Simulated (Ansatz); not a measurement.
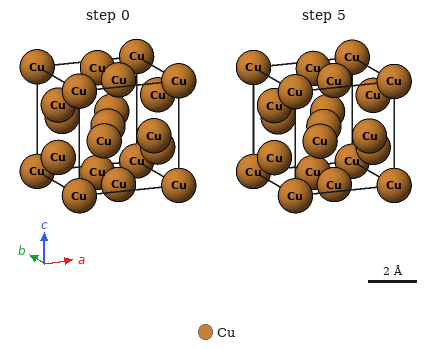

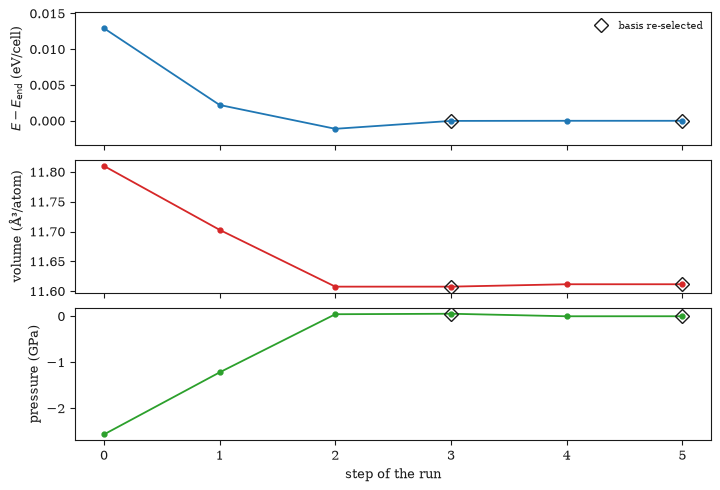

First and last geometry of a relaxation of crystalline Cu (a generated structure, set up in Pm-3n), with the history of the run. The picture is a spheres-only view of the cell of the calculation, seen slightly off an axis.

Phase: A15.

Level of theory: DFT, PBEsol, plane waves (420 eV) with PAW, scalar-relativistic in Ansatz 0.2.0.

The input:
```yaml
crystal:
  lattice:
    - [4.5545641985, 0.0, 0.0]
    - [0.0, 4.5545641985, 0.0]
    - [0.0, 0.0, 4.5545641985]
  atoms:
    - { symbol: Cu, position: [0.0, 0.0, 0.0] }
    - { symbol: Cu, position: [0.5, 0.5, 0.5] }
    - { symbol: Cu, position: [0.25, 0.0, 0.5] }
    - { symbol: Cu, position: [0.75, 0.0, 0.5] }
    - { symbol: Cu, position: [0.5, 0.25, 0.0] }
    - { symbol: Cu, position: [0.5, 0.75, 0.0] }
    - { symbol: Cu, position: [0.0, 0.5, 0.25] }
    - { symbol: Cu, position: [0.0, 0.5, 0.75] }
hamiltonian:
  xc: pbesol
  pseudopotentials:
    kind: paw
    azcp:
      Cu: "pseudopotentials/Cu.paw.azcp"
basis:
  ecutwfc: 420
  fft_grid_basis: typed
kpoints:
  mp_grid: { grid: [6, 6, 6], shift: [0, 0, 0] }
magnetization:
  spin_polarized: false
scf:
  occupations: { method: fermi_dirac, width: 0.1 }
relax:
  max_steps: 60
  f_tol: 0.01
  cell: {}
output:
  write_density: true
  write_potential: true
  elf: true
  volumetric_format: npy
```

Command:
```bash
ansatz run input.yaml --threads 4 --pin off --max-ram 8192MiB --backend cpu --events-out ev --progress --plain --runs-dir out
```

**Did the run converge, and what did it change?**

It converged. The energy falls by 12.9 meV per cell of the calculation in 3 accepted moves (5 points after the start). All forces vanish by symmetry, so only the cell relaxes. Pressure: −2.57 GPa at the start and 0.00 GPa at the end. At 2 points the geometry stayed and the basis and grid were re-selected for the new cell (energy shift of 1.1 meV per cell of the calculation at most each time). No atom moves by more than 0.005 Å relative to the cell. The drawn cell changes as follows: a = b = c 4.555 → 4.529 Å (−0.6 %); the volume changes by −1.7 %. Among the contacts that change: Cu1–Cu3 2.546 → 2.532 Å, Cu3–Cu4 2.277 → 2.264 Å. The space group stays Pm-3n (No. 223). The program noted that a PAW file was made for another functional than the run's.
